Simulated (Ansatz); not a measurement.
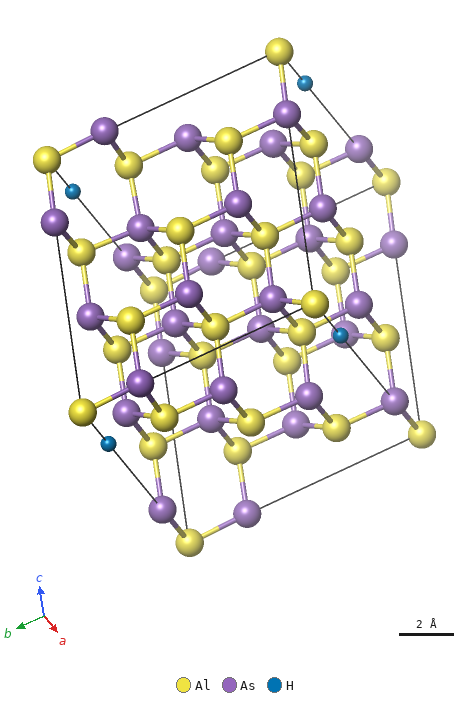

Fig. 1: The structure as given in the input (ball-and-stick view of the cell of the calculation, seen at an oblique angle).

Run report: Al16As16H (charge +1), geometry relaxation (part 1 of 4)

The run: geometry relaxation of Al16As16H (defect cell, 33 atoms in the cell, total charge +1). Method and program: DFT PBE, scalar-relativistic, plane waves, PAW, no spin polarisation (Ansatz 0.2.0).

The structure derives from a Materials Project entry. It belongs to a series of runs on one base structure; here: H interstitial, charge +1, atoms relaxed at the host's cell.

**Output**
```
Engine: ansatz 0.2.0, x86_64-unknown-linux-gnu
Pseudopotentials: kind: paw
Pseudopotential: Al, paw, valence charge 3, recommended cutoff 420 eV (normal), Al.paw.azcp
Pseudopotential: As, paw, valence charge 15, recommended cutoff 420 eV (normal), As.paw.azcp
Pseudopotential: H, paw, valence charge 1, recommended cutoff 420 eV (normal), H.paw.azcp
Functional definition: PBE
  parameter kappa = 0.804
  parameter beta = 0.06672455060314922
  exchange = pbe_x(kappa = kappa, mu = beta*pi^2/3)
  correlation = pbe_c(beta = beta)
Crystal: 33 atoms, lattice volume = 751.708 Å³
Basis set: ecut = 420 eV, 14771 PW (Γ), exchange–correlation on 144×144×144 points (8 copies of the dense FFT grid, shifted against one another)
Bands: 177, of which v1, the nominal top of the filled ones, is band 144 counted from 1 (143 counted from 0)
Symmetry: 24 space group operations
Space group: I-43m (ITA 217), of the structure as read, at distance tolerance 9.1e-5 Å
k-points: 3 of 8
Non-local potential: Al, projectors of the file, l = 0: 2, l = 1: 2, l = 2: 1
Non-local potential: As, projectors of the file, l = 0: 2, l = 1: 2, l = 2: 3, l = 3: 1
Non-local potential: H, projectors of the file, l = 0: 2, l = 1: 1
PAW form: soft (Blöchl's): semilocal exchange-correlation on the pseudo side does not see the compensation charge
PAW one-centre angular grid: Al, 110 points (default); XC on 64 Gauss nodes
PAW one-centre angular grid: As, 590 points (default); XC on 64 Gauss nodes
PAW one-centre angular grid: H, 110 points (default); XC on 64 Gauss nodes
Initial density: superposition of atomic densities (neutral atoms scaled as one to the charged cell's electrons: chi_scale 0, normalization atom), corrected by the library's trained network
Initial wavefunctions: pseudopotential atomic-orbital guess
Functional: x = pbe(κ = 0.804, μ = 0.2195149727645171), c = pbe(β = 0.06672455060314922)
SCF iter   1: F=—  HF=-86334.100521 eV  |F-HF|=—  |Δ(HF+E_count)|=         —  Δρ=1.27e-2  dr2=2.64e0  ethr=1.77e-3  ⟨swp⟩=6.0  Hψ=2002  notcnv=0  defer=19
preconditioner: auto → Resta (q_TF=auto, 2.325 Å⁻¹)  ε∞=4.4  [insulator: Δε(μ)=0.269 eV  Ē_g=8.258 eV  σ=0.010 eV  W_gap=0.67  n_scr=140 (ndim 8)  ℏωp=15.3 eV  f_vac=0.009  D(μ)=38.57/eV (n_scr^D=368)  ε∞_Penn≈4.4]
SCF iter   2: F=—  HF=-86333.777010 eV  |F-HF|=—  |Δ(HF+E_count)|=   3.24e-1  Δρ=1.06e-2  dr2=1.76e0  ethr=9.15e-4  ⟨swp⟩=2.7  Hψ=776  notcnv=0  defer=81
SCF iter   3: F=—  HF=-86333.645098 eV  |F-HF|=—  |Δ(HF+E_count)|=   1.32e-1  Δρ=4.03e-3  dr2=1.92e-1  ethr=6.12e-4  ⟨swp⟩=2.3  Hψ=580  notcnv=0  defer=81
SCF iter   4: F=—  HF=-86333.602034 eV  |F-HF|=—  |Δ(HF+E_count)|=   4.31e-2  Δρ=5.19e-3  dr2=4.05e-1  ethr=6.67e-5  ⟨swp⟩=3.0  Hψ=786  notcnv=0  defer=76
SCF iter   5: F=—  HF=-86333.594874 eV  |F-HF|=—  |Δ(HF+E_count)|=   7.16e-3  Δρ=1.23e-3  dr2=2.52e-2  ethr=6.67e-5  ⟨swp⟩=1.3  Hψ=456  notcnv=0  defer=76
SCF iter   6: F=—  HF=-86333.594189 eV  |F-HF|=—  |Δ(HF+E_count)|=   6.85e-4  Δρ=1.17e-3  dr2=1.88e-2  ethr=8.76e-6  ⟨swp⟩=1.7  Hψ=467  notcnv=0  defer=76
SCF iter   7: F=—  HF=-86333.593946 eV  |F-HF|=—  |Δ(HF+E_count)|=   2.42e-4  Δρ=4.60e-4  dr2=2.65e-3  ethr=6.53e-6  ⟨swp⟩=1.0  Hψ=455  notcnv=0  defer=76
SCF iter   8: F=—  HF=-86333.593804 eV  |F-HF|=—  |Δ(HF+E_count)|=   1.43e-4  Δρ=3.80e-4  dr2=2.46e-3  ethr=9.19e-7  ⟨swp⟩=1.7  Hψ=457  notcnv=0  defer=76
SCF iter   9: F=—  HF=-86333.593787 eV  |F-HF|=—  |Δ(HF+E_count)|=   1.71e-5  Δρ=3.12e-4  dr2=1.64e-3  ethr=8.54e-7  ⟨swp⟩=1.0  Hψ=455  notcnv=0  defer=76
SCF iter  10: F=—  HF=-86333.593758 eV  |F-HF|=—  |Δ(HF+E_count)|=   2.91e-5  Δρ=1.11e-4  dr2=2.06e-4  ethr=5.68e-7  ⟨swp⟩=1.0  Hψ=455  notcnv=0  defer=76
SCF iter  11: F=-86333.593754 eV  HF=-86333.593754 eV  |F-HF|=2.81e-7  |Δ(HF+E_count)|=   3.64e-6  Δρ=6.61e-6  dr2=5.84e-7  ethr=5.43e-9  ⟨swp⟩=16.3  Hψ=3930  notcnv=0
SCF 1 converged in 11 iterations: F = -86333.593754 eV  dr2 = 5.84e-7
  greatest PAW one-centre occupation: 0.999 electrons in one spin orbital (limit 2), on the As atom at site 24 (counted from 0), in its partial waves of l = 2
relax step   1: F+E_penalty+E_count = -86333.59375367 eV  Δ(F+E_penalty+E_count) = +0.000e0 eV  max|allowed force component| = 2.595e-2 eV/Å  Δτ_max = 0.0000 Å  (11 SCF iters, dr2 threshold 1.56e-5 eV, accepted)
Initial density: handed on by an earlier stage of this run
Initial wavefunctions: those handed on with the density
iter 1 solved again at ethr=1.27e-4 eV; its pass at ethr=3.10e-3 eV (dr2=3.66e-1 eV) is discarded
SCF iter   1: F=—  HF=-86333.602832 eV  |F-HF|=—  |Δ(HF+E_count)|=         —  Δρ=4.79e-3  dr2=3.67e-1  ethr=1.27e-4  ⟨swp⟩=1.0  Hψ=1252  notcnv=0  defer=80
preconditioner: auto → Kerker (q_TF=auto, 2.325 Å⁻¹)  [metal: Δε(μ)=0.011 eV  Ē_g=8.209 eV  σ=0.010 eV  W_gap=0.50  n_scr=140 (ndim 8)  ℏωp=15.3 eV  f_vac=0.008  D(μ)=116.48/eV (n_scr^D=1864)]
SCF iter   2: F=—  HF=-86333.595896 eV  |F-HF|=—  |Δ(HF+E_count)|=   6.94e-3  Δρ=1.48e-3  dr2=4.22e-2  ethr=1.27e-4  ⟨swp⟩=1.3  Hψ=452  notcnv=0  defer=80
preconditioner: auto → Resta (q_TF=auto, 2.325 Å⁻¹)  ε∞=4.5  [insulator: Δε(μ)=0.017 eV  Ē_g=8.210 eV  σ=0.010 eV  W_gap=0.62  n_scr=140 (ndim 8)  ℏωp=15.3 eV  f_vac=0.007  D(μ)=90.91/eV (n_scr^D=1288)  ε∞_Penn≈4.5]
SCF iter   3: F=—  HF=-86333.595898 eV  |F-HF|=—  |Δ(HF+E_count)|=   1.94e-6  Δρ=3.23e-4  dr2=1.37e-3  ethr=1.46e-5  ⟨swp⟩=2.0  Hψ=454  notcnv=0  defer=80
SCF iter   4: F=—  HF=-86333.596703 eV  |F-HF|=—  |Δ(HF+E_count)|=   8.05e-4  Δρ=1.27e-3  dr2=2.56e-2  ethr=4.77e-7  ⟨swp⟩=2.0  Hψ=626  notcnv=0  defer=80
SCF iter   5: F=—  HF=-86333.596336 eV  |F-HF|=—  |Δ(HF+E_count)|=   3.66e-4  Δρ=4.11e-4  dr2=2.57e-3  ethr=4.77e-7  ⟨swp⟩=1.7  Hψ=453  notcnv=0  defer=80
SCF iter   6: F=—  HF=-86333.596298 eV  |F-HF|=—  |Δ(HF+E_count)|=   3.88e-5  Δρ=7.21e-5  dr2=7.34e-5  ethr=4.77e-7  ⟨swp⟩=1.0  Hψ=451  notcnv=0  defer=80
SCF iter   7: F=—  HF=-86333.596150 eV  |F-HF|=—  |Δ(HF+E_count)|=   1.47e-4  Δρ=1.05e-4  dr2=1.75e-4  ethr=2.55e-8  ⟨swp⟩=1.0  Hψ=451  notcnv=0  defer=80
SCF iter   8: F=—  HF=-86333.596147 eV  |F-HF|=—  |Δ(HF+E_count)|=   3.09e-6  Δρ=3.53e-6  dr2=1.58e-7  ethr=2.55e-8  ⟨swp⟩=1.3  Hψ=452  notcnv=0  defer=80
SCF iter   9: F=-86333.596147 eV  HF=-86333.596147 eV  |F-HF|=3.02e-8  |Δ(HF+E_count)|=   8.13e-9  Δρ=1.48e-6  dr2=3.78e-8  ethr=3.47e-11  ⟨swp⟩=13.7  Hψ=3205  notcnv=0
SCF 2 converged in 9 iterations: F = -86333.596147 eV  dr2 = 3.78e-8
[... from here on the iterations of each SCF are left out, up to the last one ...]
relax step   2: F+E_penalty+E_count = -86333.59614715 eV  Δ(F+E_penalty+E_count) = -2.393e-3 eV  max|allowed force component| = 2.549e-2 eV/Å  Δτ_max = 0.0076 Å  (9 SCF iters, accepted)
preconditioner: auto → Resta (q_TF=auto, 2.325 Å⁻¹)  ε∞=4.5  [insulator: Δε(μ)=0.027 eV  Ē_g=8.210 eV  σ=0.010 eV  W_gap=0.55  n_scr=140 (ndim 8)  ℏωp=15.3 eV  f_vac=0.008  D(μ)=82.75/eV (n_scr^D=1156)  ε∞_Penn≈4.5]
SCF 3 converged in 11 iterations: F = -86333.598050 eV  dr2 = 1.72e-8
relax step   3: F+E_penalty+E_count = -86333.59804987 eV  Δ(F+E_penalty+E_count) = -1.903e-3 eV  max|allowed force component| = 1.732e-2 eV/Å  Δτ_max = 0.0161 Å  (11 SCF iters, accepted)
preconditioner: auto → Resta (q_TF=auto, 2.325 Å⁻¹)  ε∞=4.5  [insulator: Δε(μ)=0.033 eV  Ē_g=8.217 eV  σ=0.010 eV  W_gap=0.83  n_scr=140 (ndim 8)  ℏωp=15.3 eV  f_vac=0.008  D(μ)=53.03/eV (n_scr^D=602)  ε∞_Penn≈4.5]
SCF 4 converged in 13 iterations: F = -86333.599944 eV  dr2 = 1.99e-8
relax step   4: F+E_penalty+E_count = -86333.59994412 eV  Δ(F+E_penalty+E_count) = -1.894e-3 eV  max|allowed force component| = 1.351e-2 eV/Å  Δτ_max = 0.0246 Å  (13 SCF iters, accepted)
preconditioner: auto → Resta (q_TF=auto, 2.325 Å⁻¹)  ε∞=4.5  [insulator: Δε(μ)=0.065 eV  Ē_g=8.224 eV  σ=0.010 eV  W_gap=0.83  n_scr=140 (ndim 8)  ℏωp=15.3 eV  f_vac=0.008  D(μ)=53.00/eV (n_scr^D=602)  ε∞_Penn≈4.5]
preconditioner: auto → Kerker (q_TF=auto, 2.325 Å⁻¹)  [metal: Δε(μ)=0.009 eV  Ē_g=8.220 eV  σ=0.010 eV  W_gap=0.41  n_scr=140 (ndim 8)  ℏωp=15.3 eV  f_vac=0.008  D(μ)=129.14/eV (n_scr^D=2170)]
preconditioner: auto → Resta (q_TF=auto, 2.325 Å⁻¹)  ε∞=4.5  [insulator: Δε(μ)=0.031 eV  Ē_g=8.217 eV  σ=0.010 eV  W_gap=0.67  n_scr=140 (ndim 8)  ℏωp=15.3 eV  f_vac=0.008  D(μ)=78.09/eV (n_scr^D=1054)  ε∞_Penn≈4.5]
SCF 5 converged in 12 iterations: F = -86333.610770 eV  dr2 = 1.33e-8
relax step   5: F+E_penalty+E_count = -86333.61077038 eV  Δ(F+E_penalty+E_count) = -1.083e-2 eV  max|allowed force component| = 4.296e-2 eV/Å  Δτ_max = 0.0647 Å  (12 SCF iters, accepted)
preconditioner: auto → Resta (q_TF=auto, 2.325 Å⁻¹)  ε∞=4.5  [insulator: Δε(μ)=0.159 eV  Ē_g=8.210 eV  σ=0.010 eV  W_gap=0.83  n_scr=140 (ndim 8)  ℏωp=15.3 eV  f_vac=0.009  D(μ)=53.00/eV (n_scr^D=602)  ε∞_Penn≈4.5]
SCF 6 converged in 6 iterations: F = -86333.560126 eV  dr2 = 8.44e-7
relax step   6: F+E_penalty+E_count = -86333.56012604 eV  Δ(F+E_penalty+E_count) = +5.064e-2 eV  max|allowed force component| = 3.086e-1 eV/Å  Δτ_max = 0.1964 Å  (6 SCF iters, dr2 threshold 1.12e-6 eV, rejected (line search))
preconditioner: auto → Resta (q_TF=auto, 2.325 Å⁻¹)  ε∞=4.5  [insulator: Δε(μ)=0.025 eV  Ē_g=8.211 eV  σ=0.010 eV  W_gap=0.66  n_scr=140 (ndim 8)  ℏωp=15.3 eV  f_vac=0.007  D(μ)=78.04/eV (n_scr^D=1054)  ε∞_Penn≈4.5]
preconditioner: auto → Kerker (q_TF=auto, 2.325 Å⁻¹)  [metal: Δε(μ)=0.005 eV  Ē_g=8.216 eV  σ=0.010 eV  W_gap=0.28  n_scr=140 (ndim 8)  ℏωp=15.3 eV  f_vac=0.007  D(μ)=80.86/eV (n_scr^D=1060)]
preconditioner: auto → Resta (q_TF=auto, 2.325 Å⁻¹)  ε∞=4.5  [insulator: Δε(μ)=0.035 eV  Ē_g=8.211 eV  σ=0.010 eV  W_gap=0.67  n_scr=140 (ndim 8)  ℏωp=15.3 eV  f_vac=0.007  D(μ)=79.22/eV (n_scr^D=1054)  ε∞_Penn≈4.5]
SCF 7 converged in 10 iterations: F = -86333.623822 eV  dr2 = 5.91e-8
relax step   7: F+E_penalty+E_count = -86333.62382233 eV  Δ(F+E_penalty+E_count) = -1.305e-2 eV  max|allowed force component| = 7.154e-2 eV/Å  Δτ_max = 0.0350 Å  (10 SCF iters, accepted)
preconditioner: auto → Resta (q_TF=auto, 2.325 Å⁻¹)  ε∞=4.5  [insulator: Δε(μ)=0.112 eV  Ē_g=8.224 eV  σ=0.010 eV  W_gap=0.83  n_scr=140 (ndim 8)  ℏωp=15.3 eV  f_vac=0.008  D(μ)=53.00/eV (n_scr^D=602)  ε∞_Penn≈4.5]
SCF 8 converged in 6 iterations: F = -86333.653208 eV  dr2 = 3.09e-7
relax step   8: F+E_penalty+E_count = -86333.65320796 eV  Δ(F+E_penalty+E_count) = -2.939e-2 eV  max|allowed force component| = 5.590e-2 eV/Å  Δτ_max = 0.0991 Å  (6 SCF iters, dr2 threshold 5.12e-6 eV, accepted)
preconditioner: auto → Resta (q_TF=auto, 2.325 Å⁻¹)  ε∞=4.5  [insulator: Δε(μ)=0.182 eV  Ē_g=8.224 eV  σ=0.010 eV  W_gap=0.83  n_scr=140 (ndim 8)  ℏωp=15.3 eV  f_vac=0.008  D(μ)=53.00/eV (n_scr^D=602)  ε∞_Penn≈4.5]
SCF 9 converged in 7 iterations: F = -86333.252997 eV  dr2 = 1.05e-7
relax step   9: F+E_penalty+E_count = -86333.25299665 eV  Δ(F+E_penalty+E_count) = +4.002e-1 eV  max|allowed force component| = 5.778e-1 eV/Å  Δτ_max = 0.1496 Å  (7 SCF iters, dr2 threshold 1.91e-6 eV, rejected (line search))
SCF iter   1: F=—  HF=-86333.682264 eV  |F-HF|=—  |Δ(HF+E_count)|=         —  Δρ=5.01e-3  dr2=1.86e-1  ethr=5.58e-4  ⟨swp⟩=4.0  Hψ=1037  notcnv=0  defer=80
preconditioner: auto → Resta (q_TF=auto, 2.325 Å⁻¹)  ε∞=4.5  [insulator: Δε(μ)=0.087 eV  Ē_g=8.218 eV  σ=0.010 eV  W_gap=0.83  n_scr=140 (ndim 8)  ℏωp=15.3 eV  f_vac=0.008  D(μ)=53.00/eV (n_scr^D=602)  ε∞_Penn≈4.5]
SCF iter   2: F=—  HF=-86333.662266 eV  |F-HF|=—  |Δ(HF+E_count)|=   2.00e-2  Δρ=2.73e-3  dr2=4.95e-2  ethr=6.45e-5  ⟨swp⟩=2.0  Hψ=635  notcnv=0  defer=80
SCF iter   3: F=—  HF=-86333.660444 eV  |F-HF|=—  |Δ(HF+E_count)|=   1.82e-3  Δρ=3.72e-4  dr2=1.33e-3  ethr=1.72e-5  ⟨swp⟩=2.7  Hψ=614  notcnv=0  defer=80
SCF iter   4: F=—  HF=-86333.660639 eV  |F-HF|=—  |Δ(HF+E_count)|=   1.95e-4  Δρ=1.19e-4  dr2=1.53e-4  ethr=4.62e-7  ⟨swp⟩=2.0  Hψ=792  notcnv=0  defer=80
SCF iter   5: F=—  HF=-86333.660599 eV  |F-HF|=—  |Δ(HF+E_count)|=   4.00e-5  Δρ=5.22e-5  dr2=2.58e-5  ethr=5.30e-8  ⟨swp⟩=2.0  Hψ=822  notcnv=0  defer=80
SCF iter   6: F=—  HF=-86333.660549 eV  |F-HF|=—  |Δ(HF+E_count)|=   4.95e-5  Δρ=1.11e-5  dr2=2.27e-6  ethr=8.95e-9  ⟨swp⟩=2.0  Hψ=642  notcnv=0  defer=80
SCF iter   7: F=—  HF=-86333.660551 eV  |F-HF|=—  |Δ(HF+E_count)|=   1.69e-6  Δρ=3.58e-6  dr2=1.45e-7  ethr=7.88e-10  ⟨swp⟩=2.0  Hψ=883  notcnv=0  defer=80
SCF iter   8: F=-86333.660551 eV  HF=-86333.660551 eV  |F-HF|=2.04e-10  |Δ(HF+E_count)|=   4.89e-8  Δρ=1.72e-6  dr2=3.03e-8  ethr=3.47e-11  ⟨swp⟩=16.7  Hψ=3968  notcnv=0
SCF 10 converged in 8 iterations: F = -86333.660551 eV  dr2 = 3.03e-8
relax step  10: F+E_penalty+E_count = -86333.66055091 eV  Δ(F+E_penalty+E_count) = -7.343e-3 eV  max|allowed force component| = 5.716e-3 eV/Å  Δτ_max = 0.0231 Å  (8 SCF iters, accepted)
```

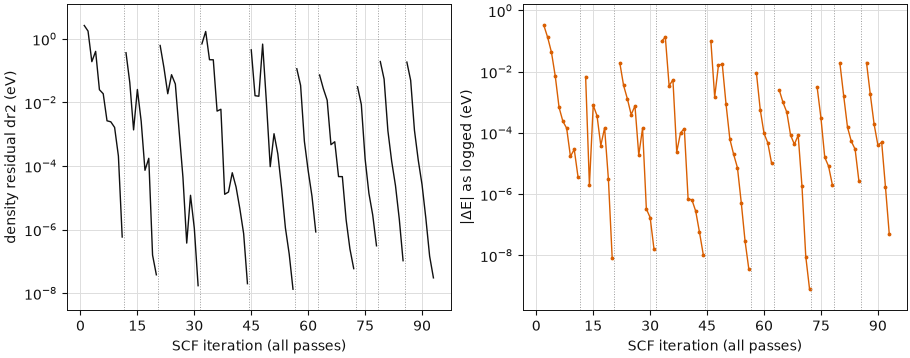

Fig. 2: Convergence of the self-consistent field: density residual dr2 and size of the energy change against the SCF iteration. The dotted lines part the SCF passes of the relaxation: geometry steps, rejected trials and re-solves on a re-selected basis. The 10 passes take 6 to 13 iterations each, 93 in all.

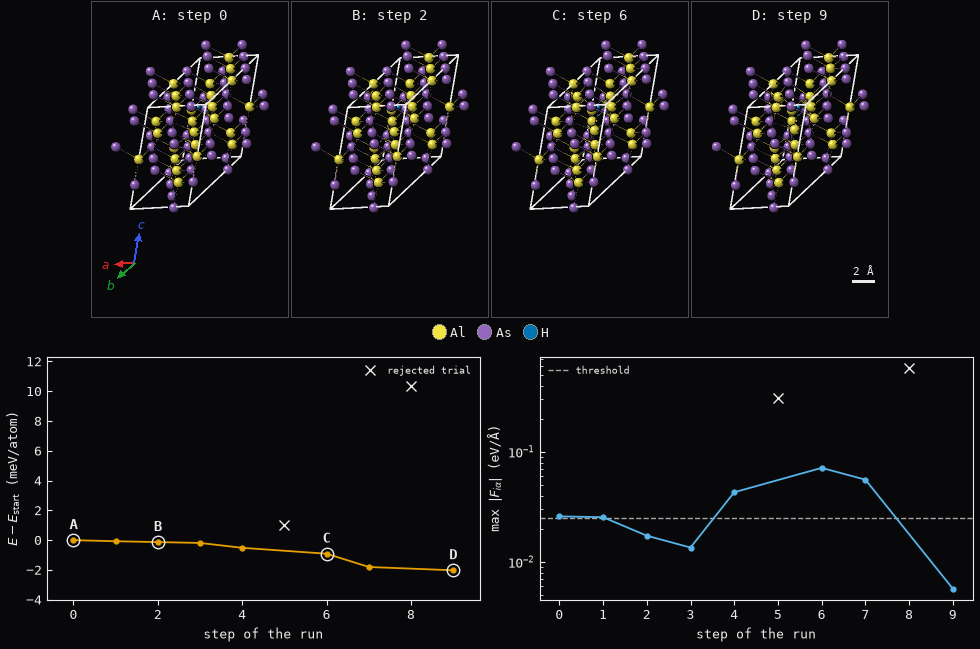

Fig. 3: Frames of the relaxation (ball-and-stick view of the cell of the calculation (origin shifted), with bonded neighbours outside it, seen at an oblique angle) above the curves, on which the letters mark them (the first geometry is step 0 here and step 1 in the log).

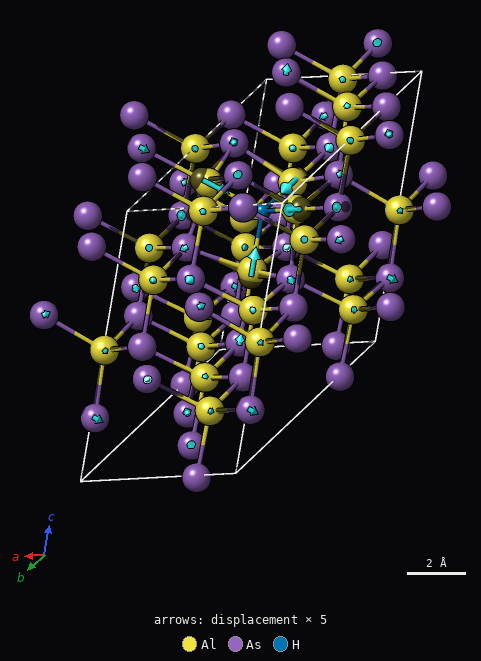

Fig. 4: Start (faint) and end (solid) with the displacements as teal arrows, magnified 5 times (ball-and-stick view of the cell of the calculation (origin shifted), with bonded neighbours outside it, seen at an oblique angle). The largest moves, 0.22 Å, are those of Al4, Al9, Al10 and Al13. By element the largest moves are Al 0.22 Å, As 0.09 Å. H stays in place. The cell stays as it was. Among the contacts that change: Al10–H33 2.393 → 2.169 Å, Al10–As28 2.523 → 2.660 Å, Al10–As26 2.475 → 2.466 Å. Among the angles that change: Al4–As29–Al13 104.3° → 91.8°, As19–Al13–As22 106.9° → 100.6°, As19–Al13–As29 111.9° → 116.7°. After 9 geometry steps the energy has fallen by 2.0 meV per atom. The largest force component goes from 0.026 to 0.0057 eV/Å. The line search rejected the trial steps at points 5, 8 (counted from 0) and went back. (Atoms are counted from 1 in the order of the input.)

```
SCF converged after 8 iterations
Free energy (F): -86333.660551 eV
Harris-Foulkes:  -86333.660551 eV  (|F-HF|=2.04e-10)
Internal energy: -86333.657901 eV  (E = F + TS)
E sigma→0 (E₀):  -86333.659226 eV
Entropy (-TS):   -0.002650 eV (-0.080 meV/atom)
Fermi energy:    5.890664 eV
--- Per-component energies (eV) ---
  E_band       = -4381.264249
  E_kinetic    = 2011.385198
  E_local      = -34169.695717  (includes V_loc(G=0)·N_el)
  E_nonlocal   = -10561.136878
  E_hartree    = 18209.603265
  E_xc         = -1896.434662
  E_vxc        = -1722.899330  (∫ρ·V_xc dr)
  E_paw        = -36847.621601  (= ΣΔE_a)
  E_vpaw       = 3641.866290  (= ΣTr[D̂ρ^β])
  E_aug_tail   = -0.001054  (compensation charges beyond the density's cutoff)
  E_ewald      = -23079.756452
  E_smearing   = -0.002650  (= −TS)
  E_closure    = 0.000000  (closes the sum)
  E_deformation_potential = 12.531534  (in the stress; not in F)
  Σ components = -86333.660551   (vs F -86333.660551, Δ=0.00e0)
--- Forces (eV/Å), atoms counted from 1 ---
  atom   1  Al     0.00498344    -0.00244500    -0.00244500
  atom   2  Al     0.00244500     0.00498344     0.00244500
  atom   3  Al    -0.00244500    -0.00498344     0.00244500
  atom   4  Al    -0.00571586     0.00571586     0.00571586
  atom   5  Al    -0.00244500     0.00498344    -0.00244500
  atom   6  Al     0.00244500    -0.00244500    -0.00498344
  atom   7  Al     0.00244500     0.00244500     0.00498344
  atom   8  Al    -0.00244500    -0.00244500     0.00498344
  atom   9  Al    -0.00571586    -0.00571586    -0.00571586
  atom  10  Al     0.00571586     0.00571586    -0.00571586
  atom  11  Al    -0.00244500     0.00244500    -0.00498344
  atom  12  Al     0.00244500    -0.00498344    -0.00244500
  atom  13  Al     0.00571586    -0.00571586     0.00571586
  atom  14  Al     0.00498344     0.00244500     0.00244500
  atom  15  Al    -0.00498344    -0.00244500     0.00244500
  atom  16  Al    -0.00498344     0.00244500    -0.00244500
  atom  17  As    -0.00482757    -0.00482757    -0.00482757
  atom  18  As    -0.00000000    -0.00000000    -0.00000000
  atom  19  As     0.00000000     0.00275772    -0.00000000
  atom  20  As    -0.00482757     0.00482757     0.00482757
  atom  21  As    -0.00000000    -0.00000000    -0.00000000
  atom  22  As     0.00482757    -0.00482757     0.00482757
  atom  23  As     0.00000000    -0.00000000    -0.00000000
  atom  24  As    -0.00000000    -0.00000000    -0.00000000
  atom  25  As     0.00275772    -0.00000000     0.00000000
  atom  26  As     0.00000000    -0.00275772    -0.00000000
  atom  27  As     0.00000000    -0.00000000     0.00275772
  atom  28  As     0.00482757     0.00482757    -0.00482757
  atom  29  As     0.00000000    -0.00000000    -0.00275772
  atom  30  As    -0.00275772    -0.00000000     0.00000000
  atom  31  As    -0.00000000    -0.00000000     0.00000000
  atom  32  As     0.00000000    -0.00000000    -0.00000000
  atom  33  H      0.00000000    -0.00000000    -0.00000000
  max |Σ_I F_I| component: 9.23e-17 eV/Å
```
